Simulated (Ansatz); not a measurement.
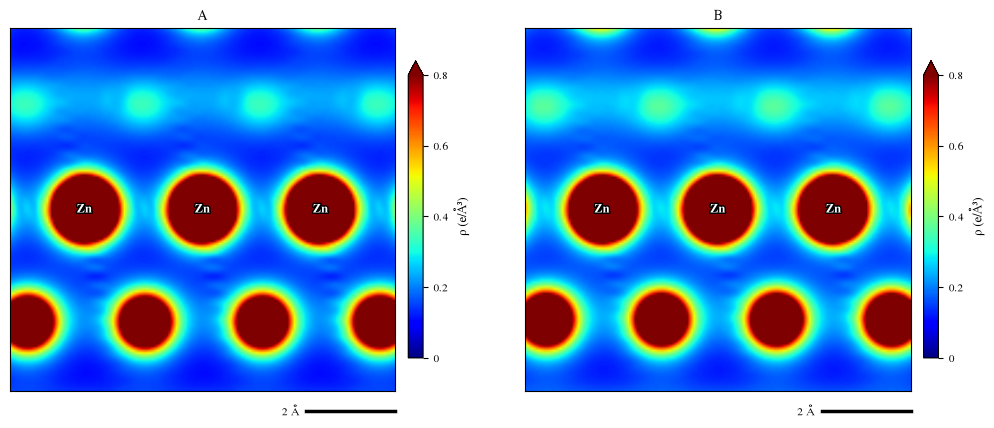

Zn. The valence pseudo-density of two cells that differ in size, on the (100) plane of each (indices in the axes of the calculation cell), at one length scale and on one colour scale; one has 14.2 and the other 15.0 Å³ an atom.

All numbers below come from Kohn-Sham DFT of a periodic cell, PBEsol, Ansatz PAW in Ansatz 0.2.0.

In a PAW calculation such maps are meaningful between the atoms, not at the nuclei.

The larger cell:

```xyz
3
Lattice="2.2980 -1.3257 0.0000 2.2980 1.3257 0.0000 -1.6127 0.0000 7.3965" Properties=species:S:1:pos:R:3 pbc="T T T"
Zn    3.0364    0.0000    2.4741
Zn   -0.0530    0.0000    4.9224
Zn    0.0000    0.0000    0.0000
```

The smaller cell: a = 2.601 Å, b = 2.601 Å, c = 7.422 Å, α = 100.63°, β = 100.63°, γ = 59.96°.

### Which is the denser cell? Describe the effect of the change.

Panel B is the smaller cell, by 6 % in volume. From the larger cell to the smaller, Zn–Zn goes from 2.65 to 2.60 Å, and the density at its midpoint from 0.26 to 0.28 e/Å³; the pressure goes from −4.2 to 0.5 GPa.
